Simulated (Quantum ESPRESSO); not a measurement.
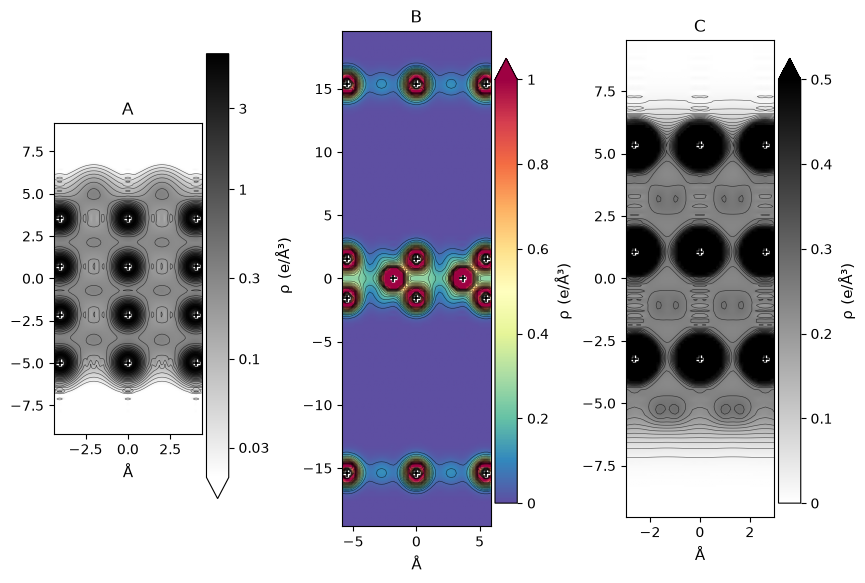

The valence electron density of 3 systems, each on a plane through atoms (crosses mark nuclei in the plane).

The calculation used Quantum ESPRESSO, Kohn-Sham DFT of a periodic cell, PBE, PseudoDojo 0.4.1 SR PBE standard.

System 1: V (slab), the (010) plane of the calculation cell, a cut from vacuum to vacuum. Not relaxed (largest force 0.6 eV/Å); spin-polarised, but the moments vanished.

```yaml
crystal:
  lattice:
    - [2.62059, 0.00000, 0.00000]
    - [-0.87353, 2.47072, 0.00000]
    - [0.00000, 0.00000, 25.69853]
  atoms:
    - { symbol: V, position: [0.50000, 0.50000, 0.29185] }
    - { symbol: V, position: [0.00000, 0.00000, 0.37511] }
    - { symbol: V, position: [0.50000, 0.50000, 0.45837] }
    - { symbol: V, position: [0.00000, 0.00000, 0.54163] }
    - { symbol: V, position: [0.50000, 0.50000, 0.62489] }
    - { symbol: V, position: [0.00000, 0.00000, 0.70815] }
```

System 2: WS4 (slab), the (110) plane of the calculation cell, a cut from vacuum to vacuum. 

System 3: Mo (slab), the (100) plane of the calculation cell, a cut from vacuum to vacuum. Not relaxed (largest force 1.7 eV/Å).

```
CELL_PARAMETERS angstrom
2.84964 0.00000 0.00000
0.00000 4.03000 0.00000
0.00000 0.00000 24.97374
ATOMIC_POSITIONS crystal
Mo 0.50000 0.50000 0.30032
Mo 0.00000 0.00000 0.35737
Mo 0.50000 0.50000 0.41442
Mo 0.00000 0.00000 0.47147
Mo 0.50000 0.50000 0.52853
Mo 0.00000 0.00000 0.58558
Mo 0.50000 0.50000 0.64263
Mo 0.00000 0.00000 0.69968
```

Question: Which map belongs to which system?

Answer: Panel A is system 3, Mo: the plane holds Mo. Mo–Mo (2.85 Å): the density is about 0.34 e/Å³ at the midpoint. Panel B is system 2, WS4: the plane holds S and W. W–S (2.41 Å): the density is about 0.63 e/Å³ at the midpoint. Panel C is system 1, V: the plane holds V. V–V (2.62 Å): ρ is about 0.26 e/Å³ halfway.
